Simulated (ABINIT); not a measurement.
Effective mass calculation of ZnO (part 1 of 3)

The run: effective mass calculation of ZnO (P6₃mc, 4 atoms in the cell). Method and program: Kohn-Sham DFT of a periodic cell, LDA, PseudoDojo NC SR LDA v0.4.1 standard, no spin polarisation (ABINIT 10.8.3).

The structure was built on a prototype by a generator; it need not be a known phase.

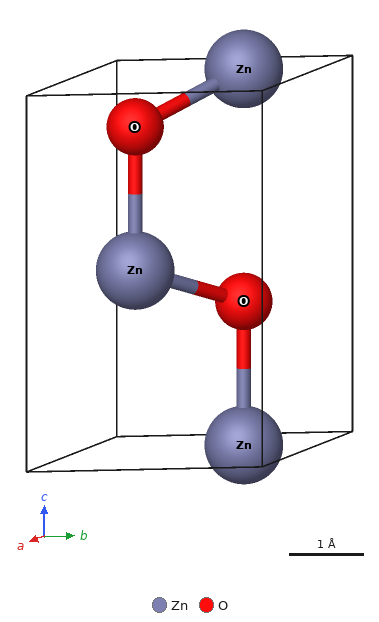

Figure 1. The structure as given in the input (ball-and-stick view of the cell of the calculation, seen slightly off an axis). Near neighbours in the crystal (not all of them lie inside the picture): Zn has 4 O at 1.97 to 1.99 Å; O has 4 Zn at 1.97 to 1.99 Å.

## Input
```
# Datasets
ndtset 3

# Pseudopotentials
pp_dirpath "./"
pseudos "Zn.upf, O.upf"

# Structure
acell 3*1.0
rprim
     6.1406650420     0.0000000000     0.0000000000
    -3.0703325210     5.3179719225     0.0000000000
     0.0000000000     0.0000000000     9.8396149583
ntypat 2
znucl 30 8
natom 4
typat 1 1 2 2
xred
            1/3            2/3            0.0
            2/3            1/3            1/2
            1/3            2/3   0.3819000000
            2/3            1/3   0.8819000000

# Plane-wave basis
ecut 42.0

# Exchange and correlation
ixc 7

# Bands and occupations
occopt 1

# SCF cycle
nstep 80
diemac 6.0

# Output
iomode 3
prteig 0
prtebands 0

# Dataset 1: ground state
kptopt1 1
ngkpt1 8 8 5
nshiftk1 1
shiftk1 0.0 0.0 0.0
nband1 26
tolvrs1 1.0e-14
prtden1 1
prtwf1 0

# Datasets 2 and 3: the band edges
kptopt2 0
nkpt2 1
kpt2
  0.0 0.0 0.0
istwfk2 1*1
nband2 32
getden2 1
kptopt3 0
nkpt3 1
kpt3
  0.0 0.0 0.0
istwfk3 1*1
nband3 32
getden3 1

# Dataset 2: bands at fixed density
iscf2 -2
nbdbuf2 2
tolwfr2 1.0e-20
nstep2 200

# Dataset 3: effective masses
iscf3 -3
getwfk3 2
rfelfd3 2
rfdir3 1 1 1
nqpt3 1
qpt3 0.0 0.0 0.0
tolwfr3 1.0e-20
nbdbuf3 2
nstep3 200
efmas3 1
efmas_bands3 25 27
efmas_calc_dirs3 1
efmas_n_dirs3 5
efmas_dirs3
  1 0 0
  0 1 0
  0 0 1
  1 1 0
  1 1 1
efmas_ntheta3 60
prtwf3 0
prtden3 0
prtpot3 0
```

Run as:
```bash
abinit run.abi > log 2>&1
```

## What the program printed
```
.Version 10.8.3 of ABINIT
 DATASET    1 : space group P6_3 m c (#186); Bravais hP (primitive hexag.)
================================================================================
 Values of the parameters that define the memory need for DATASET  1.
     intxc =       0    ionmov =       0      iscf =       7    lmnmax =       6
     lnmax =       6     mgfft =      60  mpssoang =       3    mqgrid =    3001
     natom =       4  nloc_mem =       1    nspden =       1   nspinor =       1
    nsppol =       1      nsym =      12    n1xccc =    2501    ntypat =       2
    occopt =       1   xclevel =       1
       mpw =        4213          nfft =       77760          nkpt =          30
================================================================================
================================================================================

 DATASET    2 : space group P6_3 m c (#186); Bravais hP (primitive hexag.)
================================================================================
 Values of the parameters that define the memory need for DATASET  2.
     intxc =       0    ionmov =       0      iscf =      -2    lmnmax =       6
     lnmax =       6     mgfft =      60  mpssoang =       3    mqgrid =    3001
     natom =       4  nloc_mem =       1    nspden =       1   nspinor =       1
    nsppol =       1      nsym =      12    n1xccc =    2501    ntypat =       2
    occopt =       1   xclevel =       1
       mpw =        4127          nfft =       77760          nkpt =           1
================================================================================
================================================================================

 DATASET    3 : space group P6_3 m c (#186); Bravais hP (primitive hexag.)
================================================================================
 Values of the parameters that define the memory need for DATASET  3 (RF).
     intxc =       0      iscf =      -3    lmnmax =      18     lnmax =       6
     mgfft =      60  mpssoang =       3    mqgrid =    3001     natom =       4
  nloc_mem =       1    nspden =       1   nspinor =       1    nsppol =       1
      nsym =      12    n1xccc =    2501    ntypat =       2    occopt =       1
   xclevel =       1
      nfft =       77760          nkpt =           1
================================================================================
================================================================================

--------------------------------------------------------------------------------
------------- Echo of variables that govern the present computation ------------
--------------------------------------------------------------------------------
 -outvars: echo values of preprocessed input variables --------
            acell      1.0000000000E+00  1.0000000000E+00  1.0000000000E+00 Bohr
              amu      6.53900000E+01  1.59994000E+01
           diemac      6.00000000E+00
             ecut      4.20000000E+01 Hartree
           getden1          0
           getden2          1
           getden3          1
           getwfk1          0
           getwfk2          0
           getwfk3          2
             iscf1          7
             iscf2         -2
             iscf3         -3
              ixc           7
           jdtset        1    2    3
           kptopt1          1
           kptopt2          0
           kptopt3          0
         kptrlatt        8    0    0      0    8    0      0    0    5
          kptrlen1     4.91253203E+01
          kptrlen2     3.00000000E+01
          kptrlen3     3.00000000E+01
            natom           4
            nband1         26
            nband2         32
            nband3         32
           nbdbuf1          0
           nbdbuf2          2
           nbdbuf3          2
           ndtset           3
            ngfft          36      36      60
             nkpt1         30
             nkpt2          1
             nkpt3          1
             nqpt1          0
             nqpt2          0
             nqpt3          1
            nstep1         80
            nstep2        200
            nstep3        200
             nsym          12
           ntypat           2
        optdriver1          0
        optdriver2          0
        optdriver3          1
           prtden1          1
           prtden2          1
           prtden3          0
        prtebands           0
           prteig           0
            prtwf1          0
            prtwf2          1
            prtwf3          0
           rfelfd1          0
           rfelfd2          0
           rfelfd3          2
            rprim      6.1406650420E+00  0.0000000000E+00  0.0000000000E+00
                      -3.0703325210E+00  5.3179719225E+00  0.0000000000E+00
                       0.0000000000E+00  0.0000000000E+00  9.8396149583E+00
           shiftk1     0.00000000E+00  0.00000000E+00  0.00000000E+00
           shiftk2     5.00000000E-01  5.00000000E-01  5.00000000E-01
           shiftk3     5.00000000E-01  5.00000000E-01  5.00000000E-01
          spgroup         186
           tolvrs1     1.00000000E-14
           tolvrs2     0.00000000E+00
           tolvrs3     0.00000000E+00
           tolwfr1     0.00000000E+00
           tolwfr2     1.00000000E-20
           tolwfr3     1.00000000E-20
            typat      1  1  2  2
           useylm1          0
           useylm2          0
           useylm3          1
           xangst      1.8206134499E-17  1.8760996985E+00  0.0000000000E+00
                       1.6247499989E+00  9.3804984923E-01  2.6034499982E+00
                       1.8206134499E-17  1.8760996985E+00  1.9885151086E+00
                       1.6247499989E+00  9.3804984923E-01  4.5919651069E+00
            xcart      3.4404608014E-17  3.5453146150E+00  0.0000000000E+00
                       3.0703325210E+00  1.7726573075E+00  4.9198074792E+00
                       3.4404608014E-17  3.5453146150E+00  3.7577489526E+00
                       3.0703325210E+00  1.7726573075E+00  8.6775564317E+00
             xred      3.3333333333E-01  6.6666666667E-01  0.0000000000E+00
                       6.6666666667E-01  3.3333333333E-01  5.0000000000E-01
                       3.3333333333E-01  6.6666666667E-01  3.8190000000E-01
                       6.6666666667E-01  3.3333333333E-01  8.8190000000E-01
            znucl       30.00000    8.00000

================================================================================

 chkinp: Checking input parameters for consistency, jdtset=   1.

 chkinp: Checking input parameters for consistency, jdtset=   2.

 chkinp: Checking input parameters for consistency, jdtset=   3.

================================================================================
== DATASET  1 ==================================================================

--- !DatasetInfo
iteration_state: {dtset: 1, }
dimensions: {natom: 4, nkpt: 30, mband: 26, nsppol: 1, nspinor: 1, nspden: 1, mpw: 4213, }
cutoff_energies: {ecut:  42.0, pawecutdg:  -1.0, }
electrons: {nelect:   5.20000000E+01, charge:   0.00000000E+00, occopt:   1.00000000E+00, tsmear:   1.00000000E-02, }
meta: {optdriver: 0, ionmov: 0, optcell: 0, iscf: 7, paral_kgb: 0, }
...

 Exchange-correlation functional for the present dataset will be:
  LDA: Perdew-Wang 92 LSD fit to Ceperley-Alder data - ixc=7
  J.P.Perdew and Y.Wang, PRB 45, 13244 (1992)

 Real(R)+Recip(G) space primitive vectors, cartesian coordinates (Bohr,Bohr^-1):
 R(1)=  6.1406650  0.0000000  0.0000000  G(1)=  0.1628488  0.0940208  0.0000000
 R(2)= -3.0703325  5.3179719  0.0000000  G(2)=  0.0000000  0.1880416  0.0000000
 R(3)=  0.0000000  0.0000000  9.8396150  G(3)=  0.0000000  0.0000000  0.1016300
 Unit cell volume ucvol=  3.2132133E+02 bohr^3
 Angles (23,13,12)=  9.00000000E+01  9.00000000E+01  1.20000000E+02 degrees

 getcut: wavevector=  0.0000  0.0000  0.0000  ngfft=  36  36  60
         ecut(hartree)=     42.000   => boxcut(ratio)=   2.00954

--- Pseudopotential description ------------------------------------------------
- pspini: atom type   1  psp file is ./Zn.upf
  30.00000  20.00000  180309                  znucl, zion, pspdat
12 -1012 2 -1 1296                            pspcod,pspxc,lmax,lloc,mmax
     nproj     2     2     2

- pspini: atom type   2  psp file is ./O.upf
   8.00000   6.00000  201201                  znucl, zion, pspdat
12 -1012 2 -1 926                             pspcod,pspxc,lmax,lloc,mmax
     nproj     2     2     1

   3.43261397E+03                                ecore*ucvol(ha*bohr**3)
--------------------------------------------------------------------------------

================================================================================

--- !BeginCycle
iteration_state: {dtset: 1, }
solver: {iscf: 7, nstep: 80, nline: 4, wfoptalg: 0, }
tolerances: {tolvrs: 1.00E-14, }
...

     iter   Etot(hartree)      deltaE(h)  residm     vres2
 ETOT  1  -442.07708921343    -4.421E+02 4.167E-01 1.521E+04
 ETOT  2  -441.21165909591     8.654E-01 2.462E-01 4.169E+04
 ETOT  3  -450.04852148602    -8.837E+00 1.277E-01 3.948E+03
 ETOT  4  -450.48785547515    -4.393E-01 1.136E-01 2.344E+03
 ETOT  5  -450.68501951443    -1.972E-01 1.221E-02 1.213E+03
 ETOT  6  -450.85707904428    -1.721E-01 2.345E-03 2.994E+02
 ETOT  7  -450.89845379812    -4.137E-02 7.886E-04 9.141E+01
 ETOT  8  -450.91675626826    -1.830E-02 1.050E-03 1.611E+00
 ETOT  9  -450.91679205187    -3.578E-05 1.264E-04 2.059E+00
 ETOT 10  -450.91722148137    -4.294E-04 5.592E-04 9.506E-04
 ETOT 11  -450.91725638846    -3.491E-05 1.929E-03 7.942E-04
 ETOT 12  -450.91730789156    -5.150E-05 2.192E-03 5.424E-04
 ETOT 13  -450.91734212608    -3.423E-05 2.014E-03 1.511E-04
 ETOT 14  -450.91736393480    -2.181E-05 5.362E-04 1.076E-04
 ETOT 15  -450.91737464330    -1.071E-05 6.490E-04 1.066E-04
 ETOT 16  -450.91737905261    -4.409E-06 1.513E-04 3.169E-03
 ETOT 17  -450.91738226478    -3.212E-06 1.315E-04 4.389E-05
 ETOT 18  -450.91738349973    -1.235E-06 3.657E-05 3.314E-05
 ETOT 19  -450.91738414565    -6.459E-07 3.837E-05 4.251E-05
 ETOT 20  -450.91738450677    -3.611E-07 1.160E-05 4.648E-05
 ETOT 21  -450.91738471157    -2.048E-07 1.248E-05 4.214E-05
 ETOT 22  -450.91738481504    -1.035E-07 3.776E-06 8.618E-05
 ETOT 23  -450.91738487711    -6.207E-08 4.049E-06 9.489E-05
 ETOT 24  -450.91738491727    -4.016E-08 1.231E-06 7.492E-05
 ETOT 25  -450.91738495383    -3.656E-08 1.320E-06 2.076E-06
 ETOT 26  -450.91738496563    -1.180E-08 4.024E-07 1.535E-08
 ETOT 27  -450.91738497194    -6.308E-09 4.286E-07 3.256E-09
 ETOT 28  -450.91738497550    -3.562E-09 1.314E-07 3.741E-10
 ETOT 29  -450.91738497751    -2.012E-09 1.391E-07 5.901E-11
 ETOT 30  -450.91738497864    -1.130E-09 4.281E-08 2.288E-11
 ETOT 31  -450.91738497929    -6.470E-10 4.502E-08 3.446E-11
 ETOT 32  -450.91738497965    -3.588E-10 1.392E-08 4.655E-12
 ETOT 33  -450.91738497986    -2.153E-10 1.453E-08 2.226E-13
 ETOT 34  -450.91738497996    -9.277E-11 4.512E-09 4.987E-12
 ETOT 35  -450.91738498005    -9.356E-11 4.685E-09 4.059E-12
 ETOT 36  -450.91738498008    -2.905E-11 1.460E-09 2.602E-12
 ETOT 37  -450.91738498010    -1.830E-11 1.510E-09 9.330E-13
 ETOT 38  -450.91738498012    -2.439E-11 4.723E-10 3.028E-13
 ETOT 39  -450.91738498011     7.390E-12 4.867E-10 9.558E-14
 ETOT 40  -450.91738498012    -1.057E-11 1.527E-10 2.113E-14
 ETOT 41  -450.91738498012     1.364E-12 1.570E-10 5.220E-13
 ETOT 42  -450.91738498012     4.945E-12 4.934E-11 6.431E-15

 At SCF step   42       vres2   =  6.43E-15 < tolvrs=  1.00E-14 =>converged.

 Cartesian components of stress tensor (hartree/bohr^3)
  sigma(1 1)=  2.63991192E-04  sigma(3 2)=  0.00000000E+00
  sigma(2 2)=  2.63991192E-04  sigma(3 1)=  0.00000000E+00
  sigma(3 3)=  2.44508206E-04  sigma(2 1)=  0.00000000E+00

--- !ResultsGS
iteration_state: {dtset: 1, }
comment   : Summary of ground state results
lattice_vectors:
- [  6.1406650,   0.0000000,   0.0000000, ]
- [ -3.0703325,   5.3179719,   0.0000000, ]
- [  0.0000000,   0.0000000,   9.8396150, ]
lattice_lengths: [   6.14067,    6.14067,    9.83961, ]
lattice_angles: [ 90.000,  90.000, 120.000, ] # degrees, (23, 13, 12)
lattice_volume:   3.2132133E+02
convergence: {deltae:  4.945E-12, res2:  6.431E-15, residm:  4.934E-11, diffor: null, }
etotal    :  -4.50917385E+02
entropy   :   0.00000000E+00
fermie    :   1.34422712E-01
cartesian_stress_tensor: # hartree/bohr^3
- [  2.63991192E-04,   0.00000000E+00,   0.00000000E+00, ]
- [  0.00000000E+00,   2.63991192E-04,   0.00000000E+00, ]
- [  0.00000000E+00,   0.00000000E+00,   2.44508206E-04, ]
pressure_GPa:  -7.5758E+00
xred      :
- [  3.3333E-01,   6.6667E-01,   0.0000E+00, Zn]
- [  6.6667E-01,   3.3333E-01,   5.0000E-01, Zn]
- [  3.3333E-01,   6.6667E-01,   3.8190E-01,  O]
- [  6.6667E-01,   3.3333E-01,   8.8190E-01,  O]
cartesian_forces: # hartree/bohr
- [  5.48117591E-30,   3.16455839E-30,   7.34504768E-04, ]
- [ -1.64435277E-29,  -9.49367516E-30,   7.34504768E-04, ]
- [ -1.64435277E-29,  -9.49367516E-30,  -7.34504768E-04, ]
- [  2.74058795E-29,   1.58227919E-29,  -7.34504768E-04, ]
force_length_stats: {min:   7.34504768E-04, max:   7.34504768E-04, mean:   7.34504768E-04, }
...

 Integrated electronic density in atomic spheres:
 ------------------------------------------------
 Atom  Sphere_radius  Integrated_density
    1        2.00000         18.17871615
    2        2.00000         18.17871615
    3        2.00000          6.22946317
    4        2.00000          6.22946317
================================================================================

 ----iterations are completed or convergence reached----

 Mean square residual over all n,k,spin=   67.541E-15; max=  49.345E-12
 reduced coordinates (array xred) for    4 atoms
       0.333333333333      0.666666666667      0.000000000000
       0.666666666667      0.333333333333      0.500000000000
       0.333333333333      0.666666666667      0.381900000000
       0.666666666667      0.333333333333      0.881900000000
 rms dE/dt=  4.1727E-03; max dE/dt=  7.2291E-03; dE/dt below (all hartree)
    1       0.000000000000      0.000000000000     -0.007225382539
    2       0.000000000000      0.000000000000     -0.007225382539
    3       0.000000000000      0.000000000000      0.007229105660
    4      -0.000000000000      0.000000000000      0.007229105660

 cartesian coordinates (angstrom) at end:
    1      0.00000000000000     1.87609969846658     0.00000000000000
    2      1.62474999890531     0.93804984923329     2.60344999823011
    3      0.00000000000000     1.87609969846658     1.98851510864815
    4      1.62474999890531     0.93804984923329     4.59196510687826

 cartesian forces (hartree/bohr) at end:
    1      0.00000000000000     0.00000000000000     0.00073450476771
    2     -0.00000000000000    -0.00000000000000     0.00073450476771
    3     -0.00000000000000    -0.00000000000000    -0.00073450476771
    4      0.00000000000000     0.00000000000000    -0.00073450476771
 frms,max,avg= 4.2406653E-04 7.3450477E-04   0.000E+00  0.000E+00 -1.892E-07 h/b

 cartesian forces (eV/Angstrom) at end:
    1      0.00000000000000     0.00000000000000     0.03776975375255
    2     -0.00000000000000    -0.00000000000000     0.03776975375255
    3     -0.00000000000000    -0.00000000000000    -0.03776975375255
    4      0.00000000000000     0.00000000000000    -0.03776975375255
 frms,max,avg= 2.1806377E-02 3.7769754E-02   0.000E+00  0.000E+00 -9.729E-06 e/A
 length scales=  1.000000000000  1.000000000000  1.000000000000 bohr
              =  0.529177210544  0.529177210544  0.529177210544 angstroms
 Fermi (or HOMO) energy (hartree) =   0.13442   Average Vxc (hartree)=  -0.43478
 Eigenvalues (hartree) for nkpt=  30  k points:
 kpt#   1, nband= 26, wtk=  0.00313, kpt=  0.0000  0.0000  0.0000 (reduced coord)
  -4.37235   -4.37234   -2.70566   -2.70554   -2.70544   -2.70544   -2.70542   -2.70542
  -0.51687   -0.48839   -0.07814   -0.07814   -0.07500   -0.07230   -0.07150   -0.07150
  -0.03584   -0.03584   -0.02796   -0.02796   -0.01668    0.10547    0.10547    0.13121
   0.13442    0.13442
 prteigrs : prtvol=0 or 1, do not print more k-points.

--- !EnergyTerms
iteration_state     : {dtset: 1, }
comment             : Components of total free energy in Hartree
kinetic             :  2.06994517918695E+02
hartree             :  1.62648111854302E+02
xc                  : -5.25879733394620E+01
Ewald energy        : -2.53686042199446E+02
psp_core            :  1.06828077519532E+01
local_psp           : -4.23183978161634E+02
non_local_psp       : -1.01784828804527E+02
total_energy        : -4.50917384980118E+02
total_energy_eV     : -1.22700871277217E+04
band_energy         : -5.22760152278783E+01
...
```
